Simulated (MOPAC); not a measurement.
# Geometry relaxation of C₄H₉ (charge +1) (part 3 of 3)

Continued. System: C₄H₉, charge +1. Method: PM6-D3H4X, closed shell, dispersion D3H4X (MOPAC 23.2.5). The starting geometry was optimised with PM6-D3H4X.

Geometry of the input (Å):
```
C  -1.0447  1.7027  -0.5462
C  -0.6113  0.2957  -0.5487
C  0.4910  -0.0073  0.4826
C  0.9123  -1.4785  0.4500
H  -1.8116  2.0210  -1.2295
H  -0.6072  2.4163  0.1271
H  -0.2365  0.0372  -1.5746
H  -1.5014  -0.3546  -0.3377
H  0.1137  0.2446  1.5027
H  1.3785  0.6343  0.2653
H  1.3065  -1.7460  -0.5553
H  0.0443  -2.1349  0.6808
H  1.7085  -1.6584  1.2063
```

**Trajectory as extended XYZ, continued**
```
13
Properties=species:S:1:pos:R:3:forces:R:3 step=23 energy=9.20549
C    -1.0462    1.6787   -0.5664   -0.0009   0.0006   0.0014
C    -0.5982    0.3457   -0.5106   -0.0010   0.0009   0.0005
C     0.5046   -0.0018    0.5100    0.0008   0.0015  -0.0005
C     0.8959   -1.4727    0.4273   -0.0009  -0.0006  -0.0008
H    -1.8387    1.9916   -1.2760   -0.0002  -0.0010  -0.0004
H    -0.6203    2.4596    0.0981    0.0001  -0.0003   0.0005
H    -0.2707   -0.0218   -1.5634    0.0001  -0.0005  -0.0006
H    -1.4897   -0.3855   -0.3704    0.0008  -0.0001  -0.0003
H     0.1347    0.2212    1.5443    0.0014   0.0014   0.0002
H     1.4085    0.6295    0.3086    0.0017   0.0003  -0.0006
H     1.2959   -1.7393   -0.5781    0.0009  -0.0001   0.0008
H     0.0388   -2.1427    0.6691    0.0025  -0.0007  -0.0001
H     1.7061   -1.6818    1.1753   -0.0051  -0.0012  -0.0002
13
Properties=species:S:1:pos:R:3:forces:R:3 step=24 energy=9.20549
C    -1.0463    1.6787   -0.5665    0.0003  -0.0002   0.0018
C    -0.5981    0.3457   -0.5106   -0.0006   0.0001   0.0009
C     0.5047   -0.0017    0.5100    0.0004   0.0015  -0.0002
C     0.8958   -1.4726    0.4272    0.0015  -0.0016  -0.0010
H    -1.8387    1.9913   -1.2761   -0.0004   0.0001  -0.0003
H    -0.6203    2.4596    0.0982   -0.0007   0.0005   0.0000
H    -0.2706   -0.0219   -1.5632   -0.0002  -0.0002  -0.0010
H    -1.4897   -0.3854   -0.3703    0.0003  -0.0007  -0.0001
H     0.1350    0.2212    1.5444    0.0007   0.0019   0.0002
H     1.4085    0.6296    0.3085    0.0014  -0.0006  -0.0004
H     1.2959   -1.7391   -0.5782    0.0007  -0.0005   0.0008
H     0.0388   -2.1429    0.6690    0.0008   0.0001  -0.0006
H     1.7058   -1.6820    1.1753   -0.0042  -0.0004   0.0000
13
Properties=species:S:1:pos:R:3:forces:R:3 step=25 energy=9.20548
C    -1.0464    1.6787   -0.5664    0.0008  -0.0006   0.0012
C    -0.5981    0.3458   -0.5105   -0.0001  -0.0006   0.0007
C     0.5048   -0.0017    0.5100    0.0004   0.0003   0.0000
C     0.8957   -1.4726    0.4272    0.0017  -0.0015  -0.0006
H    -1.8387    1.9911   -1.2762   -0.0005   0.0009   0.0001
H    -0.6204    2.4595    0.0982   -0.0012   0.0008  -0.0001
H    -0.2705   -0.0220   -1.5632   -0.0005   0.0004  -0.0007
H    -1.4897   -0.3854   -0.3703    0.0001  -0.0009   0.0001
H     0.1352    0.2213    1.5444    0.0005   0.0019  -0.0001
H     1.4086    0.6296    0.3084    0.0011  -0.0011  -0.0004
H     1.2960   -1.7390   -0.5781    0.0010  -0.0005   0.0004
H     0.0388   -2.1430    0.6688   -0.0009   0.0008  -0.0010
H     1.7055   -1.6822    1.1754   -0.0025   0.0001   0.0005
13
Properties=species:S:1:pos:R:3:forces:R:3 step=26 energy=9.20548
C    -1.0464    1.6787   -0.5664    0.0007  -0.0005   0.0001
C    -0.5981    0.3458   -0.5105    0.0005  -0.0010   0.0003
C     0.5049   -0.0016    0.5099    0.0006  -0.0009   0.0001
C     0.8957   -1.4726    0.4272    0.0012  -0.0005  -0.0001
H    -1.8388    1.9910   -1.2762   -0.0004   0.0012   0.0006
H    -0.6205    2.4595    0.0983   -0.0015   0.0008  -0.0002
H    -0.2705   -0.0221   -1.5632   -0.0009   0.0010  -0.0001
H    -1.4896   -0.3854   -0.3703    0.0002  -0.0010   0.0003
H     0.1354    0.2216    1.5444    0.0004   0.0013  -0.0005
H     1.4088    0.6296    0.3082    0.0008  -0.0013  -0.0004
H     1.2961   -1.7390   -0.5781    0.0019  -0.0005  -0.0001
H     0.0388   -2.1431    0.6685   -0.0031   0.0009  -0.0009
H     1.7051   -1.6824    1.1757   -0.0005   0.0004   0.0008
13
Properties=species:S:1:pos:R:3:forces:R:3 step=27 energy=9.20548
C    -1.0465    1.6786   -0.5662    0.0002  -0.0001  -0.0009
C    -0.5981    0.3458   -0.5105    0.0008  -0.0010  -0.0002
C     0.5050   -0.0015    0.5099    0.0010  -0.0019   0.0000
C     0.8956   -1.4726    0.4272   -0.0004   0.0004   0.0006
H    -1.8388    1.9910   -1.2761   -0.0002   0.0010   0.0010
H    -0.6206    2.4595    0.0984   -0.0014   0.0004  -0.0001
H    -0.2704   -0.0221   -1.5632   -0.0013   0.0014   0.0006
H    -1.4896   -0.3855   -0.3704    0.0004  -0.0007   0.0004
H     0.1358    0.2221    1.5443    0.0004   0.0002  -0.0008
H     1.4089    0.6295    0.3078    0.0008  -0.0011  -0.0005
H     1.2964   -1.7389   -0.5779    0.0032  -0.0003  -0.0004
H     0.0388   -2.1431    0.6681   -0.0049   0.0012  -0.0005
H     1.7045   -1.6825    1.1762    0.0015   0.0004   0.0009
13
Properties=species:S:1:pos:R:3:forces:R:3 step=28 energy=9.20548
C    -1.0466    1.6785   -0.5661   -0.0007   0.0006  -0.0015
C    -0.5980    0.3457   -0.5105    0.0008  -0.0004  -0.0007
C     0.5051   -0.0015    0.5097    0.0013  -0.0020  -0.0001
C     0.8956   -1.4726    0.4273   -0.0021   0.0011   0.0010
H    -1.8389    1.9910   -1.2760   -0.0002   0.0004   0.0010
H    -0.6209    2.4595    0.0986   -0.0010  -0.0003   0.0001
H    -0.2704   -0.0220   -1.5633   -0.0016   0.0015   0.0009
H    -1.4895   -0.3857   -0.3704    0.0009  -0.0001   0.0004
H     0.1362    0.2227    1.5442    0.0004  -0.0011  -0.0009
H     1.4092    0.6293    0.3073    0.0009  -0.0007  -0.0006
H     1.2968   -1.7389   -0.5777    0.0046  -0.0003  -0.0004
H     0.0385   -2.1432    0.6673   -0.0061   0.0013   0.0003
H     1.7037   -1.6827    1.1770    0.0029   0.0000   0.0005
13
Properties=species:S:1:pos:R:3:forces:R:3 step=29 energy=9.20547
C    -1.0468    1.6784   -0.5657   -0.0022   0.0019  -0.0017
C    -0.5980    0.3456   -0.5106    0.0004   0.0014  -0.0010
C     0.5055   -0.0013    0.5093    0.0014  -0.0010  -0.0006
C     0.8954   -1.4727    0.4275   -0.0049   0.0014   0.0012
H    -1.8392    1.9911   -1.2754   -0.0006  -0.0011   0.0004
H    -0.6216    2.4594    0.0991    0.0003  -0.0018   0.0006
H    -0.2704   -0.0216   -1.5635   -0.0019   0.0011   0.0006
H    -1.4891   -0.3862   -0.3705    0.0019   0.0013   0.0002
H     0.1374    0.2242    1.5437    0.0006  -0.0036  -0.0007
H     1.4099    0.6287    0.3058    0.0011   0.0004  -0.0006
H     1.2982   -1.7388   -0.5769    0.0066  -0.0008   0.0005
H     0.0377   -2.1430    0.6655   -0.0065   0.0019   0.0016
H     1.7018   -1.6831    1.1789    0.0040  -0.0010  -0.0005
13
Properties=species:S:1:pos:R:3:forces:R:3 step=30 energy=9.20547
C    -1.0471    1.6782   -0.5654   -0.0026   0.0023  -0.0012
C    -0.5979    0.3456   -0.5107    0.0003   0.0024  -0.0010
C     0.5059   -0.0012    0.5089    0.0011   0.0003  -0.0007
C     0.8952   -1.4727    0.4277   -0.0048   0.0009   0.0008
H    -1.8395    1.9911   -1.2750   -0.0011  -0.0017  -0.0003
H    -0.6222    2.4593    0.0997    0.0009  -0.0024   0.0009
H    -0.2704   -0.0213   -1.5637   -0.0018   0.0005   0.0000
H    -1.4888   -0.3866   -0.3705    0.0021   0.0020   0.0000
H     0.1384    0.2253    1.5433    0.0006  -0.0045  -0.0003
H     1.4105    0.6282    0.3046    0.0010   0.0011  -0.0004
H     1.2995   -1.7387   -0.5762    0.0065  -0.0015   0.0011
H     0.0368   -2.1428    0.6641   -0.0054   0.0023   0.0022
H     1.7004   -1.6834    1.1803    0.0032  -0.0016  -0.0011
13
Properties=species:S:1:pos:R:3:forces:R:3 step=31 energy=9.20545
C    -1.0479    1.6780   -0.5647   -0.0015   0.0017   0.0011
C    -0.5976    0.3457   -0.5110    0.0004   0.0034  -0.0001
C     0.5070   -0.0010    0.5079    0.0005   0.0032  -0.0009
C     0.8946   -1.4729    0.4282   -0.0008  -0.0014  -0.0010
H    -1.8404    1.9909   -1.2741   -0.0027  -0.0017  -0.0017
H    -0.6238    2.4589    0.1012    0.0015  -0.0025   0.0009
H    -0.2707   -0.0202   -1.5643   -0.0006  -0.0012  -0.0018
H    -1.4878   -0.3874   -0.3704    0.0014   0.0032  -0.0004
H     0.1409    0.2274    1.5423    0.0006  -0.0040   0.0008
H     1.4122    0.6270    0.3014   -0.0002   0.0023   0.0005
H     1.3034   -1.7387   -0.5740    0.0022  -0.0037   0.0023
H     0.0341   -2.1418    0.6608    0.0009   0.0030   0.0019
H     1.6969   -1.6846    1.1839   -0.0019  -0.0022  -0.0017
13
Properties=species:S:1:pos:R:3:forces:R:3 step=32 energy=9.20545
C    -1.0481    1.6780   -0.5646   -0.0003   0.0010   0.0011
C    -0.5975    0.3458   -0.5111    0.0013   0.0022  -0.0001
C     0.5072   -0.0009    0.5077    0.0006   0.0025  -0.0006
C     0.8945   -1.4729    0.4283    0.0015  -0.0012  -0.0011
H    -1.8406    1.9907   -1.2740   -0.0026  -0.0007  -0.0012
H    -0.6241    2.4587    0.1015    0.0006  -0.0014   0.0006
H    -0.2708   -0.0201   -1.5645   -0.0002  -0.0011  -0.0015
H    -1.4876   -0.3874   -0.3704    0.0004   0.0024  -0.0003
H     0.1412    0.2274    1.5422    0.0004  -0.0026   0.0008
H     1.4125    0.6269    0.3011   -0.0006   0.0021   0.0007
H     1.3040   -1.7389   -0.5736    0.0001  -0.0037   0.0013
H     0.0336   -2.1414    0.6606    0.0015   0.0021   0.0011
H     1.6964   -1.6849    1.1843   -0.0027  -0.0014  -0.0007
13
Properties=species:S:1:pos:R:3:forces:R:3 step=33 energy=9.20544
C    -1.0483    1.6781   -0.5647    0.0023  -0.0007  -0.0003
C    -0.5973    0.3460   -0.5112    0.0022  -0.0017  -0.0001
C     0.5073   -0.0008    0.5077    0.0020  -0.0016   0.0002
C     0.8945   -1.4730    0.4282    0.0034   0.0001   0.0000
H    -1.8409    1.9902   -1.2744   -0.0010   0.0016   0.0012
H    -0.6240    2.4585    0.1016   -0.0020   0.0015  -0.0003
H    -0.2710   -0.0203   -1.5646    0.0005   0.0002   0.0004
H    -1.4875   -0.3869   -0.3703   -0.0016  -0.0001   0.0001
H     0.1410    0.2263    1.5424   -0.0002   0.0012  -0.0005
H     1.4124    0.6274    0.3018   -0.0010   0.0006   0.0002
H     1.3040   -1.7397   -0.5734   -0.0032  -0.0018  -0.0013
H     0.0336   -2.1409    0.6616    0.0004  -0.0003  -0.0014
H     1.6968   -1.6853    1.1837   -0.0017   0.0010   0.0018
13
Properties=species:S:1:pos:R:3:forces:R:3 step=34 energy=9.20544
C    -1.0483    1.6781   -0.5646    0.0014  -0.0002  -0.0001
C    -0.5974    0.3460   -0.5112    0.0018  -0.0004  -0.0002
C     0.5073   -0.0008    0.5076    0.0015  -0.0006   0.0000
C     0.8945   -1.4730    0.4282    0.0021  -0.0001   0.0000
H    -1.8409    1.9904   -1.2742   -0.0012   0.0008   0.0006
H    -0.6241    2.4585    0.1017   -0.0012   0.0006   0.0000
H    -0.2709   -0.0203   -1.5646    0.0003  -0.0001   0.0001
H    -1.4875   -0.3870   -0.3703   -0.0009   0.0005  -0.0001
H     0.1412    0.2267    1.5422   -0.0001   0.0000  -0.0003
H     1.4125    0.6273    0.3014   -0.0006   0.0008   0.0001
H     1.3042   -1.7396   -0.5733   -0.0017  -0.0018  -0.0004
H     0.0335   -2.1410    0.6611    0.0002   0.0001  -0.0005
H     1.6964   -1.6853    1.1842   -0.0015   0.0004   0.0007
13
Properties=species:S:1:pos:R:3:forces:R:3 step=35 energy=9.20544
C    -1.0485    1.6780   -0.5644    0.0005   0.0006   0.0001
C    -0.5973    0.3459   -0.5113    0.0011   0.0007  -0.0001
C     0.5076   -0.0008    0.5073    0.0009   0.0002  -0.0003
C     0.8945   -1.4730    0.4284   -0.0002  -0.0004  -0.0001
H    -1.8412    1.9904   -1.2737   -0.0010  -0.0002   0.0002
H    -0.6246    2.4584    0.1021   -0.0004  -0.0002   0.0002
H    -0.2709   -0.0201   -1.5648    0.0002  -0.0003  -0.0001
H    -1.4874   -0.3871   -0.3704   -0.0001   0.0008  -0.0002
H     0.1419    0.2274    1.5419   -0.0002  -0.0009  -0.0002
H     1.4128    0.6271    0.3006    0.0000   0.0006   0.0000
H     1.3049   -1.7399   -0.5729   -0.0001  -0.0011   0.0005
H     0.0330   -2.1408    0.6601   -0.0002   0.0003   0.0004
H     1.6953   -1.6855    1.1854   -0.0005  -0.0001  -0.0003
13
Properties=species:S:1:pos:R:3:forces:R:3 step=36 energy=9.20544
C    -1.0486    1.6779   -0.5642    0.0004   0.0006   0.0001
C    -0.5972    0.3460   -0.5114    0.0007   0.0007  -0.0002
C     0.5078   -0.0007    0.5071    0.0005   0.0001  -0.0002
C     0.8945   -1.4730    0.4284   -0.0008  -0.0004   0.0000
H    -1.8414    1.9904   -1.2735   -0.0007  -0.0003   0.0002
H    -0.6249    2.4584    0.1023   -0.0003  -0.0001   0.0002
H    -0.2709   -0.0200   -1.5649    0.0004  -0.0002   0.0000
H    -1.4873   -0.3871   -0.3704    0.0000   0.0006  -0.0001
H     0.1422    0.2276    1.5418   -0.0003  -0.0006  -0.0002
H     1.4130    0.6271    0.3003    0.0003   0.0002  -0.0002
H     1.3053   -1.7401   -0.5725    0.0000  -0.0005   0.0003
H     0.0327   -2.1406    0.6597   -0.0003   0.0000   0.0005
H     1.6947   -1.6857    1.1859    0.0000   0.0000  -0.0005
13
Properties=species:S:1:pos:R:3:forces:R:3 step=37 energy=9.20544
C    -1.0486    1.6780   -0.5643    0.0006   0.0003   0.0001
C    -0.5971    0.3460   -0.5114    0.0003   0.0002  -0.0001
C     0.5078   -0.0007    0.5071    0.0002  -0.0003  -0.0001
C     0.8945   -1.4730    0.4284   -0.0008  -0.0002   0.0000
H    -1.8416    1.9903   -1.2735   -0.0003  -0.0001   0.0004
H    -0.6249    2.4583    0.1024   -0.0004   0.0002   0.0001
H    -0.2710   -0.0201   -1.5650    0.0006   0.0000   0.0001
H    -1.4873   -0.3869   -0.3705   -0.0001   0.0002  -0.0001
H     0.1421    0.2273    1.5418   -0.0003   0.0002  -0.0002
H     1.4129    0.6273    0.3004    0.0005  -0.0004  -0.0002
H     1.3053   -1.7404   -0.5725   -0.0004   0.0001  -0.0002
H     0.0326   -2.1405    0.6599   -0.0003  -0.0003   0.0003
H     1.6948   -1.6857    1.1859    0.0005   0.0002  -0.0001
```

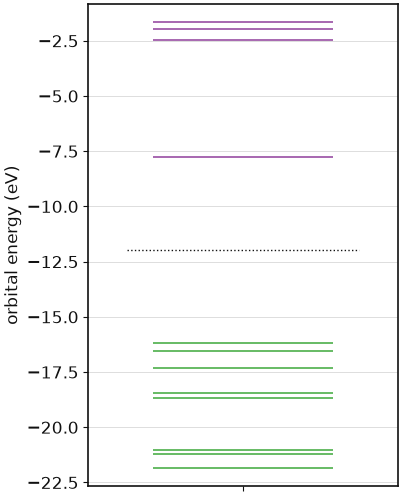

Fig. 1: Orbital energies near the frontier; the dotted line parts filled from empty levels, and levels within 0.02 eV of each other stand side by side. Highest filled −16.19 eV, lowest empty −7.75 eV, 8.44 eV apart.

**Key numbers**

| quantity | value |
| --- | --- |
| outcome | converged |
| total energy | −22.167431 hartree |
| dispersion energy | −0.001476 hartree |
| heat of formation | 212.28 kcal/mol |
| basis functions | 25 |
| largest force | 0.001 eV/Å |
| HOMO | −16.19 eV |
| LUMO | −7.75 eV |
| hardware | 1 thread of Arm Neoverse V1, 24 GiB of memory available, shared host |
| peak memory | 0.072 GiB |

**Notes**

MOPAC's energies along a path are heats of formation.
